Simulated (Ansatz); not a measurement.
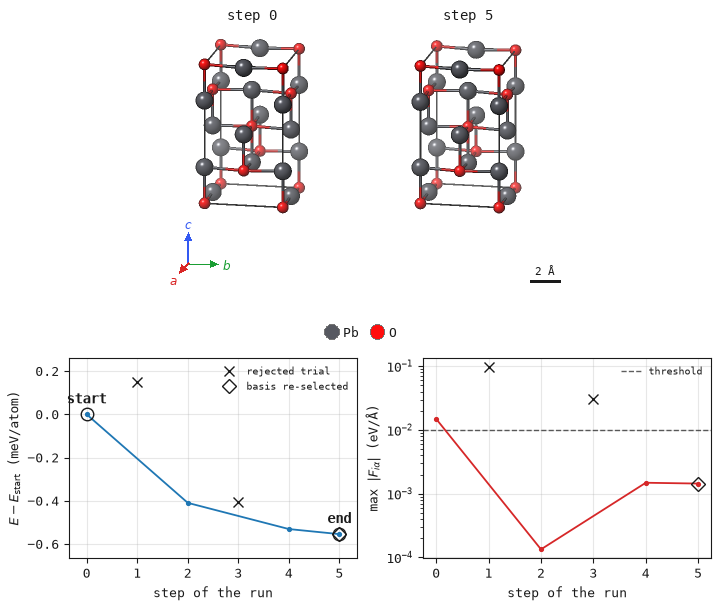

First and last geometry of a relaxation of crystalline Pb$_{2}$O (built on the anatase_141 type), with the history of the run. A ball-and-stick model of the conventional cell (2 times the calculation's cell), seen slightly off an axis. Lengths and directions refer to the drawn axes.

Case: anti-anatase type (I4_1/amd, No. 141).

Level of theory: DFT PBE, scalar-relativistic, plane waves, PAW in Ansatz. Set-up: plane-wave cutoff 420 eV; k-point mesh 10 × 10 × 10; occupations gaussian; smearing width 0.1 eV; no spin polarisation; cell and atoms relaxed; force threshold 0.01 eV/Å; at most 80 steps.

> What do the curves and the structures tell?

It converged. After 2 accepted moves (5 points after the start) the energy has fallen by 0.6 meV per atom. The largest force component goes from 0.015 to 0.0014 eV/Å. The pressure goes from −0.02 to −0.01 GPa. The line search rejected the trial steps at points 1, 3 of the run. At 1 point the geometry stayed and the basis and grid were re-selected for the new cell (energy shift of less than 0.05 meV per atom at most each time). The largest moves relative to the cell, 0.012 Å, are those of Pb atoms. O stays in place. Cell: a = b 5.333 → 5.358 Å (+0.5 %), c 9.576 → 9.477 Å (−1.0 %). Volume −0.1 %. Some distances before and after: O–Pb 2.495 → 2.481 Å, O–Pb 2.668 → 2.681 Å. The space group stays I4_1/amd (No. 141).
